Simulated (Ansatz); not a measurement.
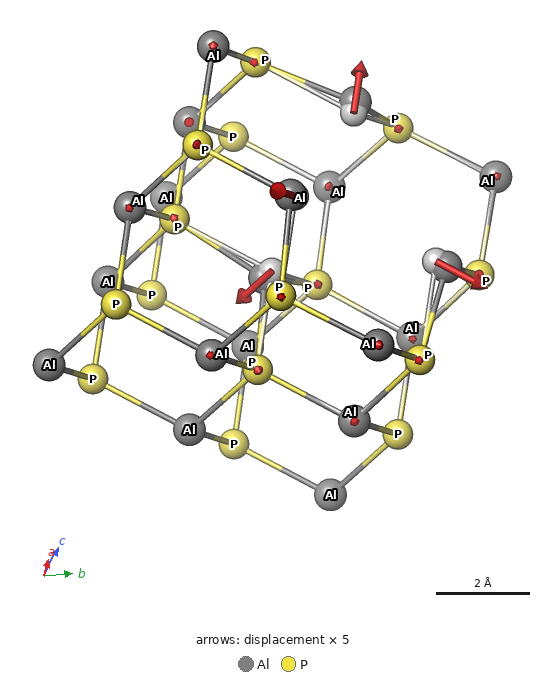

A relaxation of a defect cell of composition Al$_{27}$P$_{26}$ (cell charge +2). The starting structure is drawn faded, the final one solid; red arrows show the displacements, magnified 5 times.

Style: ball-and-stick. Shown: the atoms within 5.8 Å of the atom that moves most (axes of the cell of the calculation (origin shifted)), from a free direction.

All numbers below come from Ansatz, DFT, PBE, plane-wave PAW, default files, scalar-relativistic. Settings: plane-wave cutoff 420 eV; k-point mesh 2 × 2 × 2; occupations fermi dirac; smearing width 0.01 eV; collinear spin; atoms relaxed in a fixed cell; force threshold 0.03 eV/Å; at most 40 steps.

Question: What happened in the run?

Answer: The energy falls by 0.407 eV per cell of the calculation in 6 geometry steps. The largest force component goes from 0.36 to 0.0046 eV/Å. The largest moves, 0.25 Å, are those of Al atoms. By element the largest moves are Al 0.25 Å, P 0.04 Å. The cell stays as it was. Near-neighbour distances that change, for instance: Al–P 2.360 → 2.317 Å, Al–P 2.360 → 2.385 Å, Al–P 2.360 → 2.340 Å. Among the angles between lasting bonds that change: Al–P–Al 109.5° → 101.8°, P–Al–P 109.5° → 115.2°, Al–P–Al 109.5° → 112.2°. The program noted that the starting moments weren't kept. The run may lie on a higher electronic state than the lowest, so the end point isn't shown to be the ground-state structure.

Limits of the set-up: the cell is charged, on a uniform background, and energies carry no finite-size correction.
